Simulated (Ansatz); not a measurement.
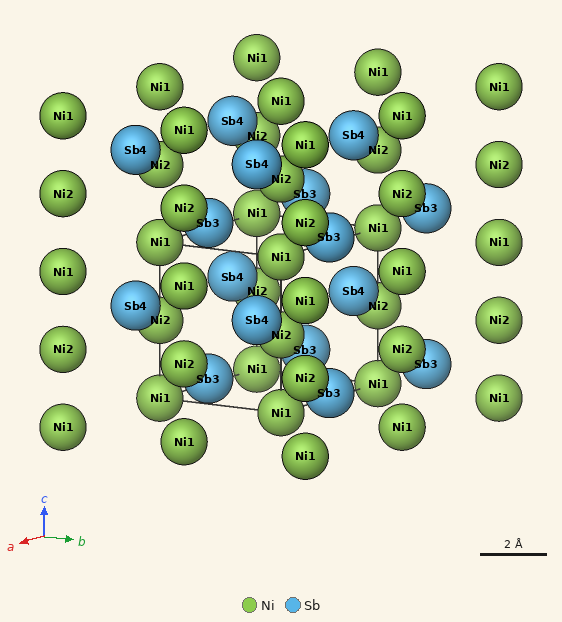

Figure 1. The input geometry of run 1 (spheres-only view of the cell of the calculation, repeated 2 × 2 × 2, seen at an oblique angle; atoms are numbered from 1 in the order of the input).

## What a change does: single-point calculation on NiSb

System: NiSb (P6₃/mmc, 4 atoms in the cell).
Method of run 1: DFT PBEsol, scalar-relativistic, plane waves, PAW, no spin polarisation (Ansatz 0.2.0).

The structure derives from an entry of the Crystallography Open Database. Text and figures count atoms from 1; the logs count them from 0 in places.

Input, run 1:
```yaml
crystal:
  lattice:
    - [3.9159379897, 0.0, 0.0]
    - [-1.9579689948, 3.3913017787, 0.0]
    - [0.0, 0.0, 5.07029539]
  atoms:
    - { symbol: Ni, position: [0.0, 0.0, 0.0] }
    - { symbol: Ni, position: [0.0, 0.0, 0.5] }
    - { symbol: Sb, position: [0.3333333333, 0.6666666667, 0.25] }
    - { symbol: Sb, position: [0.6666666667, 0.3333333333, 0.75] }
basis:
  ecutwfc: 420
kpoints:
  mp_grid: { grid: [18, 18, 10] }
hamiltonian:
  xc: pbesol
scf:
  occupations: { method: gaussian, width: 0.1 }
output:
  forces: true
  stress: true
  eigenvalues: true
```

Command:
```bash
ansatz run input.yaml --threads 1 --pin off --max-ram 2560MiB --backend cpu --events-out ev --progress --plain --runs-dir out
```

Hardware: 1 thread of Arm Neoverse V1, 24 GiB of memory available, shared host.

Output, shortened to warnings, some set-up lines, iterations and results (run 1):
```
Basis set: ecut = 420 eV, 1337 PW (Γ), exchange–correlation on 54×54×72 points (8 copies of the dense FFT grid, shifted against one another)
Symmetry: 24 space group operations
k-points: 222 of 3240
Initial density: superposition of atomic densities (neutral atoms: chi_scale 0, normalization atom), corrected by the library's trained network
[...]
SCF iter   1: F=—  HF=-24427.370257 eV  |F-HF|=—  |Δ(HF+E_count)|=         —  Δρ=1.39e-2  dr2=7.46e-2  ethr=1.77e-3  ⟨swp⟩=6.5  Hψ=35153  notcnv=0  defer=17
SCF iter   2: F=—  HF=-24427.359830 eV  |F-HF|=—  |Δ(HF+E_count)|=   1.04e-2  Δρ=3.91e-3  dr2=6.05e-3  ethr=1.13e-4  ⟨swp⟩=2.5  Hψ=15415  notcnv=0  defer=198
SCF iter   3: F=—  HF=-24427.359159 eV  |F-HF|=—  |Δ(HF+E_count)|=   6.71e-4  Δρ=9.80e-4  dr2=5.04e-4  ethr=9.16e-6  ⟨swp⟩=1.6  Hψ=10403  notcnv=0  defer=198
SCF iter   4: F=—  HF=-24427.359101 eV  |F-HF|=—  |Δ(HF+E_count)|=   5.79e-5  Δρ=1.42e-4  dr2=1.80e-5  ethr=7.63e-7  ⟨swp⟩=2.2  Hψ=10870  notcnv=0  defer=198
SCF iter   5: F=—  HF=-24427.359107 eV  |F-HF|=—  |Δ(HF+E_count)|=   5.69e-6  Δρ=6.84e-5  dr2=4.29e-6  ethr=2.73e-8  ⟨swp⟩=2.2  Hψ=12967  notcnv=0  defer=198
SCF iter   6: F=—  HF=-24427.359107 eV  |F-HF|=—  |Δ(HF+E_count)|=   3.66e-7  Δρ=2.60e-5  dr2=5.84e-7  ethr=6.50e-9  ⟨swp⟩=2.0  Hψ=9419  notcnv=0  defer=198
SCF iter   7: F=-24427.359107 eV  HF=-24427.359107 eV  |F-HF|=1.65e-8  |Δ(HF+E_count)|=   7.34e-9  Δρ=7.51e-6  dr2=3.17e-8  ethr=1.52e-10  ⟨swp⟩=8.9  Hψ=40649  notcnv=0
SCF 1 converged in 7 iterations: F = -24427.359107 eV  dr2 = 3.17e-8
SCF converged after 7 iterations
Free energy (F): -24427.359107 eV
Harris-Foulkes:  -24427.359107 eV  (|F-HF|=1.65e-8)
Internal energy: -24427.348761 eV  (E = F + TS)
E sigma→0 (E₀):  -24427.353934 eV
Entropy (-TS):   -0.010346 eV (-2.586 meV/atom)
Fermi energy:    15.466754 eV
--- Per-component energies (eV) ---
  E_band       = -849.421556
  E_kinetic    = 990.889239
  E_local      = -11009.813336  (includes V_loc(G=0)·N_el)
  E_nonlocal   = 2013.044426
  E_hartree    = 4814.876327
  E_xc         = -446.635871
  E_vxc        = -415.709686  (∫ρ·V_xc dr)
  E_paw        = -12201.654184  (= ΣΔE_a)
  E_vpaw       = -2057.599271  (= ΣTr[D̂ρ^β])
  E_aug_tail   = 0.000919  (compensation charges beyond the density's cutoff)
  E_ewald      = -8589.114574
  E_core_change = 1.058292  (= ΣΔE_core)
  E_smearing   = -0.010346  (= −TS)
  E_closure    = 0.000000  (closes the sum)
  Σ components = -24427.359107   (vs F -24427.359107, Δ=0.00e0)
--- Forces (eV/Å), atoms counted from 1 ---
  atom   1  Ni     0.00000000    -0.00000000    -0.00000000
  atom   2  Ni     0.00000000    -0.00000000    -0.00000000
  atom   3  Sb     0.00000000     0.00000000     0.00000000
  atom   4  Sb    -0.00000000    -0.00000000    -0.00000000
  max |Σ_I F_I| component: 1.06e-28 eV/Å
--- Stress (GPa, compression-positive) ---
       -0.005184       0.000000       0.000000
        0.000000      -0.005184      -0.000000
        0.000000      -0.000000       0.032364
  P = ⅓ Tr σ = 0.0073 GPa (0.073 kbar)
```

For run 2 the input was changed thus:
```diff
-    - [3.9159379897, 0.0, 0.0]
-    - [-1.9579689948, 3.3913017787, 0.0]
-    - [0.0, 0.0, 5.07029539]
+    - [3.9550973696, 0.0, 0.0]
+    - [-1.9775486848, 3.4252147965, 0.0]
+    - [0.0, 0.0, 5.0267391768]
-  mp_grid: { grid: [18, 18, 10] }
+  mp_grid: { grid: [6, 6, 3] }
```

How does run 2 compare with run 1?

With the same functional and potentials, run 2 lies 2.0 meV per atom higher (other lines of the input change too). The pressure goes from 0.01 to −1.91 GPa. The volume per atom goes from 16.83 to 17.02 Å³. The number of SCF iterations is the same. The irreducible k-points go from 222 to 14. The plane waves at Γ go from 1337 to 1373. On the same kind of shared host run 2 took about 0.081 times as long.

Output, shortened to warnings, some set-up lines, iterations and results (run 2):
```
Basis set: ecut = 420 eV, 1373 PW (Γ), exchange–correlation on 54×54×72 points (8 copies of the dense FFT grid, shifted against one another)
Symmetry: 24 space group operations
k-points: 14 of 108
Initial density: superposition of atomic densities (neutral atoms: chi_scale 0, normalization atom), corrected by the library's trained network
[...]
SCF iter   1: F=—  HF=-24427.366887 eV  |F-HF|=—  |Δ(HF+E_count)|=         —  Δρ=1.65e-2  dr2=1.16e-1  ethr=1.77e-3  ⟨swp⟩=6.6  Hψ=2219  notcnv=0  defer=1
SCF iter   2: F=—  HF=-24427.352134 eV  |F-HF|=—  |Δ(HF+E_count)|=   1.48e-2  Δρ=4.08e-3  dr2=8.91e-3  ethr=1.75e-4  ⟨swp⟩=2.5  Hψ=903  notcnv=0  defer=23
SCF iter   3: F=—  HF=-24427.351239 eV  |F-HF|=—  |Δ(HF+E_count)|=   8.95e-4  Δρ=1.08e-3  dr2=8.56e-4  ethr=1.35e-5  ⟨swp⟩=1.2  Hψ=536  notcnv=0  defer=13
SCF iter   4: F=—  HF=-24427.351132 eV  |F-HF|=—  |Δ(HF+E_count)|=   1.07e-4  Δρ=1.20e-4  dr2=7.80e-6  ethr=1.30e-6  ⟨swp⟩=2.1  Hψ=674  notcnv=0  defer=13
SCF iter   5: F=—  HF=-24427.351133 eV  |F-HF|=—  |Δ(HF+E_count)|=   1.42e-6  Δρ=3.77e-5  dr2=1.31e-6  ethr=1.18e-8  ⟨swp⟩=2.1  Hψ=899  notcnv=0  defer=13
SCF iter   6: F=—  HF=-24427.351133 eV  |F-HF|=—  |Δ(HF+E_count)|=   3.12e-8  Δρ=1.20e-5  dr2=1.09e-7  ethr=1.99e-9  ⟨swp⟩=2.0  Hψ=766  notcnv=0  defer=13
SCF iter   7: F=-24427.351133 eV  HF=-24427.351133 eV  |F-HF|=3.18e-9  |Δ(HF+E_count)|=   2.86e-8  Δρ=3.06e-6  dr2=6.64e-9  ethr=1.52e-10  ⟨swp⟩=7.0  Hψ=2158  notcnv=0
SCF 1 converged in 7 iterations: F = -24427.351133 eV  dr2 = 6.64e-9
SCF converged after 7 iterations
Free energy (F): -24427.351133 eV
Harris-Foulkes:  -24427.351133 eV  (|F-HF|=3.18e-9)
Internal energy: -24427.347533 eV  (E = F + TS)
E sigma→0 (E₀):  -24427.349333 eV
Entropy (-TS):   -0.003601 eV (-0.900 meV/atom)
Fermi energy:    15.182839 eV
--- Per-component energies (eV) ---
  E_band       = -863.478445
  E_kinetic    = 989.523796
  E_local      = -11074.342488  (includes V_loc(G=0)·N_el)
  E_nonlocal   = 2012.488115
  E_hartree    = 4840.390230
  E_xc         = -446.146809
  E_vxc        = -415.070963  (∫ρ·V_xc dr)
  E_paw        = -12201.235910  (= ΣΔE_a)
  E_vpaw       = -2056.852017  (= ΣTr[D̂ρ^β])
  E_aug_tail   = 0.000908  (compensation charges beyond the density's cutoff)
  E_ewald      = -8549.083665
  E_core_change = 1.058292  (= ΣΔE_core)
  E_smearing   = -0.003601  (= −TS)
  E_closure    = 0.000000  (closes the sum)
  Σ components = -24427.351133   (vs F -24427.351133, Δ=0.00e0)
--- Forces (eV/Å), atoms counted from 1 ---
  atom   1  Ni     0.00000000     0.00000000    -0.00000000
  atom   2  Ni     0.00000000     0.00000000     0.00000000
  atom   3  Sb    -0.00000000    -0.00000000     0.00000000
  atom   4  Sb    -0.00000000     0.00000000     0.00000000
  max |Σ_I F_I| component: 4.16e-17 eV/Å
--- Stress (GPa, compression-positive) ---
       -2.346978       0.000000      -0.000000
       -0.000000      -2.346978      -0.000000
       -0.000000      -0.000000      -1.048374
  P = ⅓ Tr σ = -1.9141 GPa (-19.141 kbar)
```

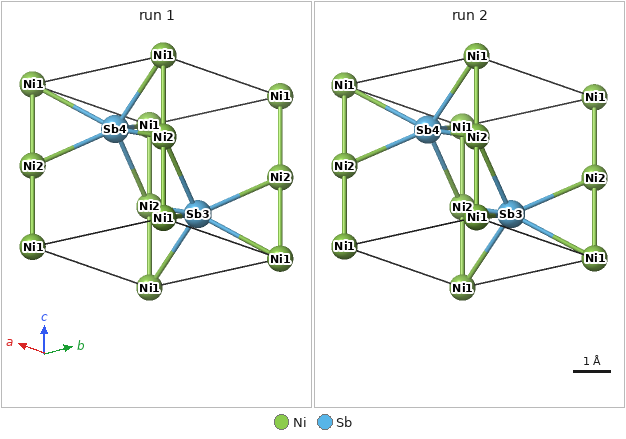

Figure 2. The two input geometries at one scale (ball-and-stick view of the cell of the calculation, seen at an oblique angle). The atoms keep their places relative to the cell (all moves are under 0.005 Å). Cell: a = b 3.916 → 3.955 Å (+1.0 %), c 5.070 → 5.027 Å (−0.9 %). Volume +1.1 %. Among the contacts that change: Ni1–Ni2 2.535 → 2.513 Å, Ni1–Sb3 2.592 → 2.606 Å.

The two runs side by side:

| quantity | run 1 | run 2 |
| --- | --- | --- |
| outcome | converged | converged |
| free energy per atom (eV) | −6106.8398 | −6106.8378 |
| energy per atom, smearing taken to zero (eV) | −6106.8385 | −6106.8373 |
| gap on the mesh (eV) | 0.00 | 0.00 |
| pressure (GPa) | 0.01 | −1.91 |
| volume per atom (Å³) | 16.83 | 17.02 |
| largest force (eV/Å) | 0.000 | 0.000 |
| SCF iterations | 7 | 7 |
| irreducible k-points | 222 | 14 |
| plane waves at Γ | 1337 | 1373 |
| wall time (shared host) | 31 s | 2.5 s |

For both runs: The run has no spin polarisation, so a magnetic state may lie lower. For run 2: These settings are looser than, or depart from, a standard set-up, so the numbers are not reference values for this system.
